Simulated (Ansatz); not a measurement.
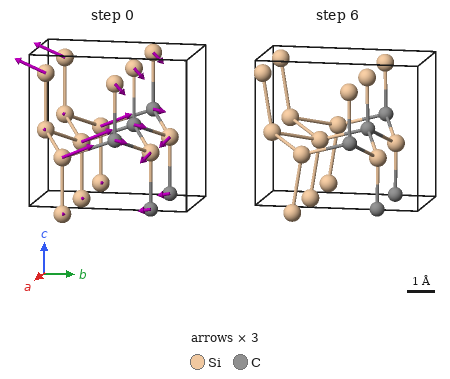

The structure of solid Si3C (set up in Pmn2_1) before (left) and after (right) a relaxation, at one scale. The purple arrows give the displacements (the part carried along by the change of the cell is left out), 3 times their true length.

Style: ball-and-stick. Shown: the cell of the calculation, reduced to other axes, repeated 2 × 1 × 1 with one cell outlined, slightly off an axis. Lengths and directions refer to the drawn axes.

Case: 2 of 8 Si sites taken by C, cell and atoms relaxed.

The calculation used DFT PBE, scalar-relativistic, plane waves, PAW (Ansatz 0.2.0).

The input:
```yaml
crystal:
  lattice:
    - [-1.7581805514, -3.045258044, 0.0]
    - [0.0, 0.0, -5.818868287]
    - [5.2745416544, -3.045258044, 0.0]
  atoms:
    - { symbol: Si, position: [0.0, 0.9371211786, 0.3333333333] }
    - { symbol: Si, position: [0.5, 0.9371211786, 0.8333333333] }
    - { symbol: Si, position: [0.0, 0.4371211786, 0.6666666667] }
    - { symbol: Si, position: [0.5, 0.4371211786, 0.1666666667] }
    - { symbol: C, position: [0.0, 0.5628788214, 0.3333333333] }
    - { symbol: Si, position: [0.5, 0.5628788214, 0.8333333333] }
    - { symbol: Si, position: [0.0, 0.0628788214, 0.6666666667] }
    - { symbol: C, position: [0.5, 0.0628788214, 0.1666666667] }
basis:
  ecutwfc: 420
kpoints:
  mp_grid: { grid: [12, 8, 8] }
hamiltonian:
  xc: pbe
scf:
  occupations: { method: gaussian, width: 0.01 }
output:
  forces: true
  stress: true
  eigenvalues: true
relax:
  adjacent_minimum: "off"
  f_tol: 0.015
  max_steps: 60
  cell: { stress_tol: 0.15 }
```

Command:
```bash
ansatz run input.yaml --threads 1 --pin off --max-ram 2560MiB --backend cpu --events-out ev --progress --plain --runs-dir out
```

**What changed between the two?**

After 4 accepted moves (6 points after the start) the energy has fallen by 2.882 eV per cell of the calculation. The largest force component goes from 3.8 to 0.013 eV/Å. Pressure: 3.29 GPa at the start and −0.05 GPa at the end. The line search rejected the trial step at point 4 of the run. At 1 point the geometry stayed and the basis and grid were re-selected for the new cell (energy shift of 2.0 meV per cell of the calculation at most each time). The largest moves relative to the cell, 0.44 Å, are those of Si2 and Si3. Si2 goes along [0 −2 1]. By element the largest moves are Si 0.44 Å, C 0.17 Å. Cell: a 3.516 → 3.320 Å (−5.6 %), b 6.091 → 6.288 Å (+3.2 %), c 5.819 → 5.566 Å (−4.3 %). Volume −6.8 %. Among the contacts that change: Si1–Si3 3.548 → 3.068 Å, Si1–Si2 3.516 → 3.099 Å, Si2–C8 2.158 → 1.921 Å, Si1–C5 2.178 → 1.970 Å. Bond angles that change, for instance: Si7–Si2–Si7 109.1° → 92.6°, Si7–Si2–C8 109.1° → 124.8°, Si6–Si2–Si7 109.8° → 97.1°. The space group stays Pmn2_1 (No. 31).
